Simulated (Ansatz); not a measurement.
**Geometry relaxation of Ge5H2 (part 1 of 3)**

- system: Ge5H2 (slab, 28 atoms in the cell)
- method: DFT LDA, scalar-relativistic, plane waves, PAW, no spin polarisation (Ansatz 0.2.0)

The structure derives from an entry of the Crystallography Open Database. The input holds or restrains some coordinates. Forces given for the steps count only the free coordinates.

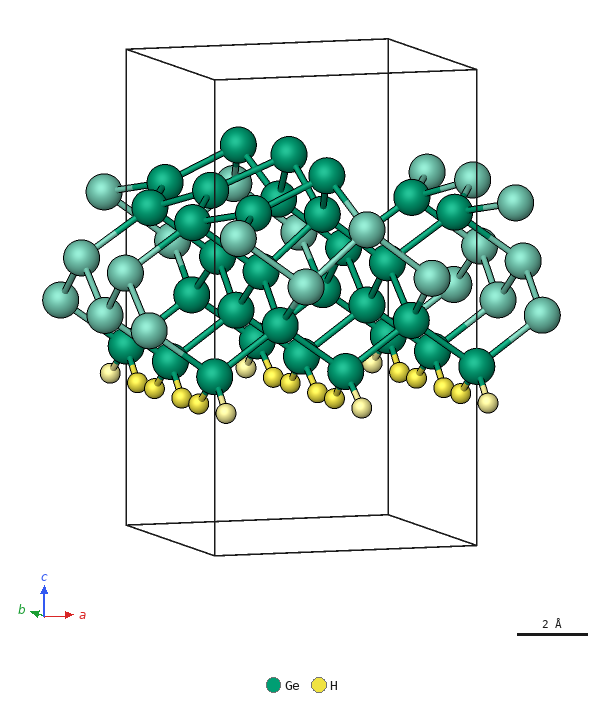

Figure 1. The starting structure (ball-and-stick view of the cell of the calculation, with the vacuum cut short, seen slightly off an axis; neighbours outside the cell are drawn fainter). An atom can appear more than once, as a periodic image.

## Results in brief

| quantity | value |
| --- | --- |
| outcome | converged under the restraints of the input |
| electrons treated | 288 |
| free energy | −84431.7818 eV |
| work function, top face | 4.82 eV |
| work function, bottom face | 4.54 eV |
| Fermi energy | 0.147 eV |
| gap on the k-point mesh | 0.55 eV |
| final volume | 1224.90 Å³ |
| work function (upper face) | 4.82 eV |
| largest force (length of the vector) at the end, held atoms and coordinates included | 1.052 eV/Å |
| hardware | 4 threads of Intel Xeon (Granite Rapids), 16 GiB of memory available, shared host |
| wall time | 59 s (CPU time 3.4 min) |
| peak memory | 3.3 GiB |

## Remarks

Warnings of the run: the exchange-correlation potential is rough where the density is thin.

## The input
```yaml
crystal:
  lattice:
    - [7.9504584305, 0.0, 0.0]
    - [0.0, 7.9504584305, 0.0]
    - [0.0, 0.0, 19.3782629924]
  atoms:
    - { symbol: Ge, position: [0.5, 0.5, 0.253192968] }
    - { symbol: Ge, position: [0.5, 0.0, 0.253192968] }
    - { symbol: Ge, position: [0.0, 0.5, 0.253192968] }
    - { symbol: Ge, position: [0.0, 0.0, 0.253192968] }
    - { symbol: Ge, position: [0.75, 0.5, 0.325720406] }
    - { symbol: Ge, position: [0.75, 0.0, 0.325720406] }
    - { symbol: Ge, position: [0.25, 0.5, 0.325720406] }
    - { symbol: Ge, position: [0.25, 0.0, 0.325720406] }
    - { symbol: Ge, position: [0.7443633924, 0.7477276805, 0.400310856] }
    - { symbol: Ge, position: [0.7443633924, 0.2522723195, 0.400310856] }
    - { symbol: Ge, position: [0.2628600014, 0.7460142879, 0.3948483062] }
    - { symbol: Ge, position: [0.2628600014, 0.2539857121, 0.3948483062] }
    - { symbol: Ge, position: [0.0028413445, 0.7417342355, 0.4715167381] }
    - { symbol: Ge, position: [0.0028413445, 0.2582657645, 0.4715167381] }
    - { symbol: Ge, position: [0.4959074552, 0.7471129565, 0.4765962983] }
    - { symbol: Ge, position: [0.4959074552, 0.2528870435, 0.4765962983] }
    - { symbol: Ge, position: [0.1482581152, 0.0, 0.4951144324] }
    - { symbol: Ge, position: [0.1532043996, 0.5, 0.5062609423] }
    - { symbol: Ge, position: [0.4278612237, 0.0, 0.5468112471] }
    - { symbol: Ge, position: [0.4523235538, 0.5, 0.5551764649] }
    - { symbol: H, position: [0.5090621173, 0.6542935074, 0.2055986752] }
    - { symbol: H, position: [0.5090621173, 0.3457064926, 0.2055986752] }
    - { symbol: H, position: [0.5090621173, 0.1542935074, 0.2055986752] }
    - { symbol: H, position: [0.5090621173, -0.1542935074, 0.2055986752] }
    - { symbol: H, position: [-0.0090621173, 0.3457064926, 0.2055986752] }
    - { symbol: H, position: [-0.0090621173, 0.6542935074, 0.2055986752] }
    - { symbol: H, position: [-0.0090621173, -0.1542935074, 0.2055986752] }
    - { symbol: H, position: [-0.0090621173, 0.1542935074, 0.2055986752] }
basis:
  ecutwfc: 420
kpoints:
  mp_grid: { grid: [3, 3, 1] }
hamiltonian:
  xc: lda
scf:
  occupations: { method: gaussian, width: 0.05 }
output:
  forces: true
  eigenvalues: true
  write_density: true
  write_potential: true
  elf: true
  volumetric_format: npy
relax:
  adjacent_minimum: "off"
  f_tol: 0.03
  max_steps: 30
  constraints:
    - { sites: [0, 1, 2, 3, 4, 5, 6, 7, 20, 21, 22, 23, 24, 25, 26, 27] }
    - { sites: [16, 17], fix: z }
efield:
  axis: 3
  dipole_correction: true
  ramp_width: 0.04
```

Launch command:
```bash
ansatz run input.yaml --threads 4 --pin off --max-ram 12288MiB --backend cpu --events-out ev --progress --plain --runs-dir out
```

## Log
```
Engine: ansatz 0.2.0, x86_64-unknown-linux-gnu
Pseudopotentials: kind: paw
Pseudopotential: Ge, paw, valence charge 14, recommended cutoff 420 eV (normal), Ge.paw.azcp
Pseudopotential: H, paw, valence charge 1, recommended cutoff 420 eV (normal), H.paw.azcp
Functional definition: SPW92
  exchange = slater_x
  correlation = pw_c
Crystal: 28 atoms, lattice volume = 1224.896 Å³
Basis set: ecut = 420 eV, 23905 PW (Γ)
Bands: 173, of which v1, the nominal top of the filled ones, is band 144 counted from 1 (143 counted from 0)
Symmetry: 2 space group operations
Space group: Pm (ITA 6), of the structure as read, at distance tolerance 1.1e-4 Å
k-points: 4 of 9 (time reversal used)
Non-local potential: Ge, projectors of the file, l = 0: 2, l = 1: 2, l = 2: 3, l = 3: 1
Non-local potential: H, projectors of the file, l = 0: 2, l = 1: 1
PAW form: soft (Blöchl's): semilocal exchange-correlation on the pseudo side does not see the compensation charge
PAW frozen core: Ge, regenerated for the run's functional, and the local potential with it (the file was generated under x = pbe(κ = 0.804, μ = 0.2195149727645171), c = pbe(β = 0.06672455060314922))
PAW one-centre angular grid: Ge, 590 points (default); XC on 64 Gauss nodes
PAW one-centre angular grid: H, 110 points (default); XC on 64 Gauss nodes
Initial density: superposition of atomic densities (neutral atoms: chi_scale 0, normalization atom), corrected by the library's trained network
Initial wavefunctions: pseudopotential atomic-orbital guess
Functional: x = slater, c = lda
SCF iter   1: F=—  HF=-84431.882587 eV  |F-HF|=—  |Δ(HF+E_count)|=         —  Δρ=4.88e-3  dr2=7.38e-1  ethr=1.77e-3  p=-0.158 e·Å  D=-2.33e-2 V/Å  ΔV_dip=0.45 eV  dr2_dipole=9.98e-2  V_vac-E_F(+/−)=5.03/4.57 eV  ⟨swp⟩=6.0  Hψ=2531  notcnv=0  defer=35
efield: sawtooth ramp at fractional position 0.8604 (placed from the atoms, in the widest stretch of the axis that holds none; the zero of the levels goes with the place), width 0.0400; the density the first Hamiltonian is built on has a dipole p = -0.158 e·Å; the dipole correction subtracts the counter field D = -2.33e-2 V/Å, which shifts the + side's vacuum level by +0.45 eV against the − side's; the planar-averaged density in the ramp window peaks in size at 4.4e-5 e/Å³
preconditioner: auto → Resta (q_TF=auto, 2.143 Å⁻¹)  ε∞=1.7  [insulator: Δε(μ)=0.555 eV  Ē_g=21.819 eV  σ=0.050 eV  W_gap=1.00  n_scr=200 (ndim 8)  ℏωp=18.0 eV  f_vac=0.572  D(μ)=0.00/eV (n_scr^D=0)  ε∞_Penn≈1.7  vacuum switching on, ρ_ref=3.5e-2 e/Å³]
SCF iter   2: F=—  HF=-84431.999158 eV  |F-HF|=—  |Δ(HF+E_count)|=   1.17e-1  Δρ=3.52e-3  dr2=2.28e0  ethr=2.56e-4  p=0.208 e·Å  D=3.08e-2 V/Å  ΔV_dip=-0.60 eV  dr2_dipole=1.06e0  V_vac-E_F(+/−)=4.43/5.03 eV  ⟨swp⟩=3.0  Hψ=950  notcnv=0  defer=94  recentre
SCF iter   3: F=—  HF=-84431.769278 eV  |F-HF|=—  |Δ(HF+E_count)|=   2.30e-1  Δρ=2.87e-3  dr2=3.20e-1  ethr=2.56e-4  p=-0.184 e·Å  D=-2.72e-2 V/Å  ΔV_dip=0.53 eV  dr2_dipole=1.01e-1  V_vac-E_F(+/−)=4.96/4.43 eV  ⟨swp⟩=4.2  Hψ=977  notcnv=0  defer=94
SCF iter   4: F=—  HF=-84431.718026 eV  |F-HF|=—  |Δ(HF+E_count)|=   5.13e-2  Δρ=9.09e-4  dr2=7.01e-3  ethr=1.11e-4  p=-0.095 e·Å  D=-1.40e-2 V/Å  ΔV_dip=0.27 eV  dr2_dipole=9.44e-6  V_vac-E_F(+/−)=4.82/4.55 eV  ⟨swp⟩=2.2  Hψ=855  notcnv=0  defer=92
SCF iter   5: F=—  HF=-84431.718332 eV  |F-HF|=—  |Δ(HF+E_count)|=   3.06e-4  Δρ=3.14e-4  dr2=1.04e-3  ethr=2.43e-6  p=-0.093 e·Å  D=-1.37e-2 V/Å  ΔV_dip=0.27 eV  dr2_dipole=1.67e-10  V_vac-E_F(+/−)=4.81/4.55 eV  ⟨swp⟩=2.0  Hψ=800  notcnv=0  defer=92
SCF iter   6: F=—  HF=-84431.718499 eV  |F-HF|=—  |Δ(HF+E_count)|=   1.66e-4  Δρ=9.12e-5  dr2=1.07e-4  ethr=3.62e-7  p=-0.092 e·Å  D=-1.37e-2 V/Å  ΔV_dip=0.26 eV  dr2_dipole=5.15e-8  V_vac-E_F(+/−)=4.82/4.56 eV  ⟨swp⟩=2.0  Hψ=742  notcnv=0  defer=92
SCF iter   7: F=-84431.718512 eV  HF=-84431.718518 eV  |F-HF|=6.20e-6  |Δ(HF+E_count)|=   1.97e-5  Δρ=2.63e-5  dr2=1.39e-5  ethr=7.81e-9  p=-0.093 e·Å  D=-1.37e-2 V/Å  ΔV_dip=0.27 eV  dr2_dipole=2.08e-8  V_vac-E_F(+/−)=4.82/4.56 eV  ⟨swp⟩=18.2  Hψ=6421  notcnv=0
SCF 1 converged in 7 iterations: F = -84431.718512 eV  dr2 = 1.39e-5
  greatest PAW one-centre occupation: 0.998 electrons in one spin orbital (limit 2), on the Ge atom at site 17 (counted from 0), in its partial waves of l = 2
relax step   1: F+E_penalty+E_count = -84431.71851213 eV  Δ(F+E_penalty+E_count) = +0.000e0 eV  max|allowed force component| = 7.371e-1 eV/Å  Δτ_max = 0.0000 Å  (7 SCF iters, dr2 threshold 2.25e-5 eV, accepted)
Initial density: handed on by an earlier stage of this run
Initial wavefunctions: those handed on with the density
iter 1 solved again at ethr=6.77e-6 eV; its pass at ethr=3.10e-3 eV (dr2=1.95e-2 eV) is discarded
SCF iter   1: F=—  HF=-84431.782969 eV  |F-HF|=—  |Δ(HF+E_count)|=         —  Δρ=1.38e-3  dr2=2.04e-2  ethr=6.77e-6  p=-0.093 e·Å  D=-1.37e-2 V/Å  ΔV_dip=0.27 eV  dr2_dipole=2.38e-5  V_vac-E_F(+/−)=4.80/4.53 eV  ⟨swp⟩=2.0  Hψ=1914  notcnv=0  defer=92
efield: sawtooth ramp at fractional position 0.8604 (handed on by an earlier solve), width 0.0400; the density the first Hamiltonian is built on has a dipole p = -0.093 e·Å; the dipole correction subtracts the counter field D = -1.37e-2 V/Å, which shifts the + side's vacuum level by +0.27 eV against the − side's; the planar-averaged density in the ramp window peaks in size at 7.3e-6 e/Å³
preconditioner: auto → Resta (q_TF=auto, 2.143 Å⁻¹)  ε∞=1.7  [insulator: Δε(μ)=0.539 eV  Ē_g=21.818 eV  σ=0.050 eV  W_gap=1.00  n_scr=200 (ndim 8)  ℏωp=18.0 eV  f_vac=0.572  D(μ)=0.00/eV (n_scr^D=0)  ε∞_Penn≈1.7  vacuum switching on, ρ_ref=3.5e-2 e/Å³]
SCF iter   2: F=—  HF=-84431.778449 eV  |F-HF|=—  |Δ(HF+E_count)|=   4.52e-3  Δρ=6.67e-4  dr2=4.21e-3  ethr=6.77e-6  p=-0.090 e·Å  D=-1.32e-2 V/Å  ΔV_dip=0.26 eV  dr2_dipole=5.25e-4  V_vac-E_F(+/−)=4.79/4.54 eV  ⟨swp⟩=2.5  Hψ=1162  notcnv=0  defer=92
SCF iter   3: F=—  HF=-84431.778953 eV  |F-HF|=—  |Δ(HF+E_count)|=   5.04e-4  Δρ=3.86e-4  dr2=9.47e-3  ethr=1.46e-6  p=-0.119 e·Å  D=-1.76e-2 V/Å  ΔV_dip=0.34 eV  dr2_dipole=4.35e-3  V_vac-E_F(+/−)=4.83/4.48 eV  ⟨swp⟩=2.0  Hψ=739  notcnv=0  defer=92  recentre
SCF iter   4: F=—  HF=-84431.778286 eV  |F-HF|=—  |Δ(HF+E_count)|=   6.67e-4  Δρ=2.03e-4  dr2=4.19e-3  ethr=1.46e-6  p=-0.085 e·Å  D=-1.25e-2 V/Å  ΔV_dip=0.24 eV  dr2_dipole=2.09e-3  V_vac-E_F(+/−)=4.79/4.55 eV  ⟨swp⟩=2.0  Hψ=763  notcnv=0  defer=92
SCF iter   5: F=—  HF=-84431.777754 eV  |F-HF|=—  |Δ(HF+E_count)|=   5.32e-4  Δρ=7.39e-5  dr2=5.58e-5  ethr=1.46e-6  p=-0.100 e·Å  D=-1.48e-2 V/Å  ΔV_dip=0.29 eV  dr2_dipole=2.73e-6  V_vac-E_F(+/−)=4.81/4.52 eV  ⟨swp⟩=2.0  Hψ=690  notcnv=0  defer=92
SCF iter   6: F=-84431.777747 eV  HF=-84431.777749 eV  |F-HF|=1.68e-6  |Δ(HF+E_count)|=   5.87e-6  Δρ=1.65e-5  dr2=3.93e-6  ethr=1.18e-8  p=-0.100 e·Å  D=-1.48e-2 V/Å  ΔV_dip=0.29 eV  dr2_dipole=1.21e-10  V_vac-E_F(+/−)=4.81/4.52 eV  ⟨swp⟩=19.0  Hψ=6836  notcnv=0
SCF 2 converged in 6 iterations: F = -84431.777747 eV  dr2 = 3.93e-6
  greatest PAW one-centre occupation: 0.998 electrons in one spin orbital (limit 2), on the Ge atom at site 16 (counted from 0), in its partial waves of l = 2
relax step   2: F+E_penalty+E_count = -84431.77774695 eV  Δ(F+E_penalty+E_count) = -5.923e-2 eV  max|allowed force component| = 1.162e-1 eV/Å  Δτ_max = 0.1131 Å  (6 SCF iters, dr2 threshold 3.40e-5 eV, accepted)
SCF iter   1: F=—  HF=-84431.781484 eV  |F-HF|=—  |Δ(HF+E_count)|=         —  Δρ=3.88e-4  dr2=1.44e-3  ethr=4.82e-6  p=-0.100 e·Å  D=-1.48e-2 V/Å  ΔV_dip=0.29 eV  dr2_dipole=2.40e-6  V_vac-E_F(+/−)=4.82/4.53 eV  ⟨swp⟩=3.0  Hψ=1422  notcnv=0  defer=96
efield: sawtooth ramp at fractional position 0.8604 (handed on by an earlier solve), width 0.0400; the density the first Hamiltonian is built on has a dipole p = -0.100 e·Å; the dipole correction subtracts the counter field D = -1.48e-2 V/Å, which shifts the + side's vacuum level by +0.29 eV against the − side's; the planar-averaged density in the ramp window peaks in size at 6.7e-6 e/Å³
preconditioner: auto → Resta (q_TF=auto, 2.143 Å⁻¹)  ε∞=1.7  [insulator: Δε(μ)=0.545 eV  Ē_g=21.803 eV  σ=0.050 eV  W_gap=1.00  n_scr=200 (ndim 8)  ℏωp=18.0 eV  f_vac=0.571  D(μ)=0.00/eV (n_scr^D=0)  ε∞_Penn≈1.7  vacuum switching on, ρ_ref=3.4e-2 e/Å³]
SCF iter   2: F=—  HF=-84431.781187 eV  |F-HF|=—  |Δ(HF+E_count)|=   2.97e-4  Δρ=1.88e-4  dr2=3.70e-4  ethr=5.02e-7  p=-0.102 e·Å  D=-1.50e-2 V/Å  ΔV_dip=0.29 eV  dr2_dipole=2.76e-5  V_vac-E_F(+/−)=4.83/4.53 eV  ⟨swp⟩=2.0  Hψ=928  notcnv=0  defer=96
SCF iter   3: F=—  HF=-84431.781213 eV  |F-HF|=—  |Δ(HF+E_count)|=   2.62e-5  Δρ=1.09e-4  dr2=6.97e-4  ethr=1.28e-7  p=-0.094 e·Å  D=-1.39e-2 V/Å  ΔV_dip=0.27 eV  dr2_dipole=2.70e-4  V_vac-E_F(+/−)=4.81/4.54 eV  ⟨swp⟩=2.0  Hψ=1172  notcnv=0  defer=96  recentre
SCF iter   4: F=—  HF=-84431.781166 eV  |F-HF|=—  |Δ(HF+E_count)|=   4.76e-5  Δρ=5.28e-5  dr2=4.65e-4  ethr=1.28e-7  p=-0.104 e·Å  D=-1.54e-2 V/Å  ΔV_dip=0.30 eV  dr2_dipole=2.37e-4  V_vac-E_F(+/−)=4.82/4.53 eV  ⟨swp⟩=2.0  Hψ=714  notcnv=0  defer=96
SCF iter   5: F=—  HF=-84431.781111 eV  |F-HF|=—  |Δ(HF+E_count)|=   5.51e-5  Δρ=1.90e-5  dr2=3.61e-6  ethr=1.28e-7  p=-0.099 e·Å  D=-1.46e-2 V/Å  ΔV_dip=0.28 eV  dr2_dipole=1.76e-7  V_vac-E_F(+/−)=4.82/4.54 eV  ⟨swp⟩=2.0  Hψ=682  notcnv=0  defer=96
SCF iter   6: F=—  HF=-84431.781351 eV  |F-HF|=—  |Δ(HF+E_count)|=   2.40e-4  Δρ=5.74e-6  dr2=4.58e-7  ethr=1.25e-9  p=-0.099 e·Å  D=-1.46e-2 V/Å  ΔV_dip=0.28 eV  dr2_dipole=2.65e-9  V_vac-E_F(+/−)=4.82/4.54 eV  ⟨swp⟩=2.0  Hψ=765  notcnv=0  defer=96
SCF iter   7: F=-84431.781351 eV  HF=-84431.781351 eV  |F-HF|=3.73e-8  |Δ(HF+E_count)|=   3.96e-8  Δρ=2.15e-6  dr2=7.14e-8  ethr=3.47e-11  p=-0.099 e·Å  D=-1.46e-2 V/Å  ΔV_dip=0.28 eV  dr2_dipole=2.94e-10  V_vac-E_F(+/−)=4.82/4.54 eV  ⟨swp⟩=15.5  Hψ=5245  notcnv=0
SCF 3 converged in 7 iterations: F = -84431.781351 eV  dr2 = 7.14e-8
relax step   3: F+E_penalty+E_count = -84431.78135080 eV  Δ(F+E_penalty+E_count) = -3.604e-3 eV  max|allowed force component| = 4.046e-2 eV/Å  Δτ_max = 0.0214 Å  (7 SCF iters, accepted)
SCF iter   1: F=—  HF=-84431.781626 eV  |F-HF|=—  |Δ(HF+E_count)|=         —  Δρ=1.35e-4  dr2=1.93e-4  ethr=7.82e-7  p=-0.099 e·Å  D=-1.46e-2 V/Å  ΔV_dip=0.28 eV  dr2_dipole=4.99e-7  V_vac-E_F(+/−)=4.82/4.54 eV  ⟨swp⟩=2.8  Hψ=1030  notcnv=0  defer=96
efield: sawtooth ramp at fractional position 0.8604 (handed on by an earlier solve), width 0.0400; the density the first Hamiltonian is built on has a dipole p = -0.099 e·Å; the dipole correction subtracts the counter field D = -1.46e-2 V/Å, which shifts the + side's vacuum level by +0.28 eV against the − side's; the planar-averaged density in the ramp window peaks in size at 7.2e-6 e/Å³
preconditioner: auto → Resta (q_TF=auto, 2.143 Å⁻¹)  ε∞=1.7  [insulator: Δε(μ)=0.547 eV  Ē_g=21.803 eV  σ=0.050 eV  W_gap=1.00  n_scr=200 (ndim 8)  ℏωp=18.0 eV  f_vac=0.571  D(μ)=0.00/eV (n_scr^D=0)  ε∞_Penn≈1.7  vacuum switching on, ρ_ref=3.4e-2 e/Å³]
SCF iter   2: F=—  HF=-84431.781595 eV  |F-HF|=—  |Δ(HF+E_count)|=   3.11e-5  Δρ=6.48e-5  dr2=4.40e-5  ethr=6.70e-8  p=-0.100 e·Å  D=-1.47e-2 V/Å  ΔV_dip=0.29 eV  dr2_dipole=4.23e-6  V_vac-E_F(+/−)=4.82/4.54 eV  ⟨swp⟩=2.0  Hψ=920  notcnv=0  defer=96
SCF iter   3: F=—  HF=-84431.781838 eV  |F-HF|=—  |Δ(HF+E_count)|=   2.43e-4  Δρ=3.64e-5  dr2=8.34e-5  ethr=1.53e-8  p=-0.097 e·Å  D=-1.43e-2 V/Å  ΔV_dip=0.28 eV  dr2_dipole=3.64e-5  V_vac-E_F(+/−)=4.82/4.54 eV  ⟨swp⟩=3.0  Hψ=1172  notcnv=0  defer=96  recentre
SCF iter   4: F=—  HF=-84431.781833 eV  |F-HF|=—  |Δ(HF+E_count)|=   4.81e-6  Δρ=2.21e-5  dr2=4.73e-5  ethr=1.53e-8  p=-0.100 e·Å  D=-1.48e-2 V/Å  ΔV_dip=0.29 eV  dr2_dipole=2.34e-5  V_vac-E_F(+/−)=4.82/4.53 eV  ⟨swp⟩=2.0  Hψ=710  notcnv=0  defer=96
SCF iter   5: F=—  HF=-84431.781827 eV  |F-HF|=—  |Δ(HF+E_count)|=   5.86e-6  Δρ=7.24e-6  dr2=5.72e-7  ethr=1.53e-8  p=-0.099 e·Å  D=-1.46e-2 V/Å  ΔV_dip=0.28 eV  dr2_dipole=3.52e-8  V_vac-E_F(+/−)=4.82/4.54 eV  ⟨swp⟩=2.0  Hψ=681  notcnv=0  defer=96
SCF iter   6: F=-84431.781827 eV  HF=-84431.781827 eV  |F-HF|=2.23e-8  |Δ(HF+E_count)|=   6.33e-8  Δρ=1.97e-6  dr2=5.10e-8  ethr=3.47e-11  p=-0.099 e·Å  D=-1.46e-2 V/Å  ΔV_dip=0.28 eV  dr2_dipole=2.65e-10  V_vac-E_F(+/−)=4.82/4.54 eV  ⟨swp⟩=12.8  Hψ=5243  notcnv=0
SCF 4 converged in 6 iterations: F = -84431.781827 eV  dr2 = 5.10e-8
relax step   4: F+E_penalty+E_count = -84431.78182689 eV  Δ(F+E_penalty+E_count) = -4.761e-4 eV  max|allowed force component| = 8.035e-3 eV/Å  Δτ_max = 0.0077 Å  (6 SCF iters, accepted)
```
